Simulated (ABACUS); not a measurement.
**A series of single points on Sn**

System: Sn (Fd-3m, 2 atoms in the cell).
Method: Kohn-Sham DFT of a periodic cell, PBEsol, PseudoDojo NC SR 0.4.1 PBEsol standard, no spin polarisation (ABACUS 3.10.1).

The 7 runs differ only in the geometry, by an even scaling of the cell at fixed fractional positions. The structure derives from an entry of the Crystallography Open Database.

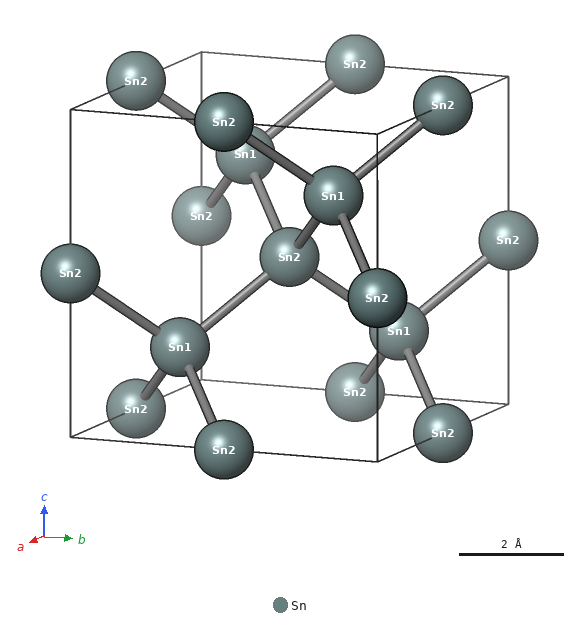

Figure 1. The structure of run 4 (ball-and-stick view of the cell 4 times as large as that of the calculation, set on its symmetry axes, seen slightly off an axis; atoms are numbered from 1 in the order of the input). An atom can appear more than once, as a periodic image.

**Input file of run 4**
```
INPUT_PARAMETERS
suffix              Sn
calculation         scf
basis_type          pw
pseudo_dir          ./
symmetry            1
dft_functional      pbesol
ecutwfc             73
pseudo_rcut         7
nspin               1
nbands              18
ks_solver           dav
smearing_method     fd
smearing_sigma      0.00367493
scf_thr             1e-08
scf_nmax            100
mixing_type         broyden
mixing_beta         0.7
cal_force           1
cal_stress          1
kpar                4
```

**File STRU of run 4**
```
ATOMIC_SPECIES
Sn 118.7100 Sn.upf

LATTICE_CONSTANT
1.8897261246

LATTICE_VECTORS
0.0000000000 3.2333428000 3.2333428000
3.2333428000 0.0000000000 3.2333428000
3.2333428000 3.2333428000 0.0000000000

ATOMIC_POSITIONS
Direct

Sn
0.0
2
0.7500000000 0.7500000000 0.7500000000 1 1 1
0.5000000000 0.5000000000 0.5000000000 1 1 1
```

**File KPT of run 4**
```
K_POINTS
0
Gamma
7 7 7 0 0 0
```

Command:
```bash
OMP_NUM_THREADS=1 mpirun -np 4 abacus > log
```

Run 3 differs from it as follows:
```diff
-0.0000000000 3.2333428000 3.2333428000
-3.2333428000 0.0000000000 3.2333428000
-3.2333428000 3.2333428000 0.0000000000
+0.0000000000 3.2116418589 3.2116418589
+3.2116418589 0.0000000000 3.2116418589
+3.2116418589 3.2116418589 0.0000000000
```

**Results, with one run withheld**

| run | volume per atom (Å³) | free energy per atom, from the lowest run given (meV) | pressure (GPa) |
| --- | --- | --- | --- |
| 1 | 31.775 | 48.79 | 5.21 |
| 2 | 32.451 | 29.58 | 3.89 |
| 3 | 33.127 | ? | ? |
| 4 | 33.803 | 6.39 | 1.66 |
| 5 | 34.479 | 1.33 | 0.72 |
| 6 | 35.155 | 0.00 | −0.11 |
| 7 | 35.831 | 1.96 | −0.84 |

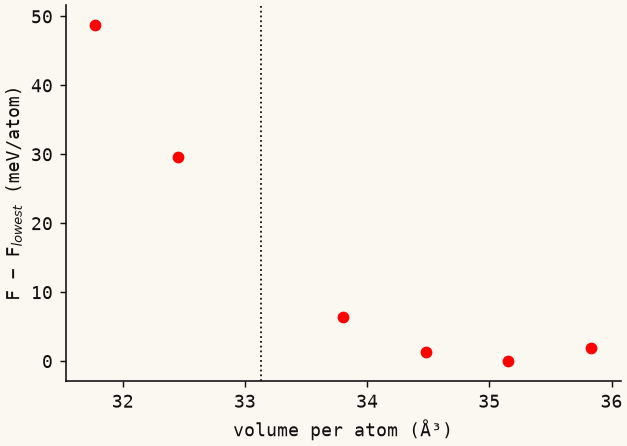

Figure 2. Free energy per atom of the runs given; the dotted line marks run 3.

What should run 3 give?

A cubic polynomial in V^(−2/3) (the Birch–Murnaghan form), fitted to the 6 runs given, misses them by at most 0.01 meV per atom. With x = V^(−2/3) − 0.09554 Å⁻², it reads F = 5.7864 + 5272.5 x + 1.2089e+06 x² + 6.3654e+06 x³ (meV per atom). At run 3 it gives 15.64 meV per atom, and the run itself gives 15.63. The slope of the fit gives a pressure −dF/dV of 2.73 GPa there, and the run prints 2.71 GPa. The fit has its minimum at 35.078 Å³ per atom, where V d²F/dV² gives 41.2 GPa: the bulk modulus at this level, since symmetry fixes the shape and the positions.

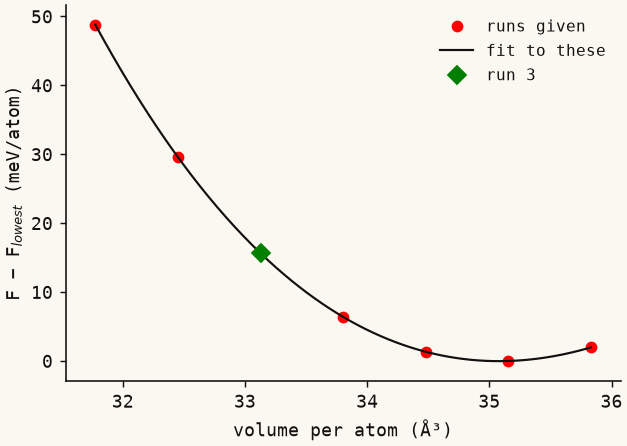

Figure 3. The fit and the withheld run.

**Some lines of the output (run 3)**
```
[...]
                          Volume (Bohr^3) = 447.103
                             Volume (A^3) = 66.2538
 E_Fermi        0.6015869911         8.1850109217
 E_Fermi        0.6049468700         8.2307244191
 E_Fermi        0.6094298808         8.2917189100
 E_Fermi        0.6101048152         8.3009018634
 E_Fermi        0.6105186209         8.3065319789
 E_Fermi        0.6104943692         8.3062020185
 E_KS(sigma->0) -314.5148381649      -4279.1939045910
 E_Fermi        0.6105192423         8.3065404338
 final etot is -4279.1947833 eV
 EFERMI = 8.3065404338 eV
 TOTAL-PRESSURE: 27.079676 KBAR
 !FINAL_ETOT_IS -4279.1947833237563827 eV
```
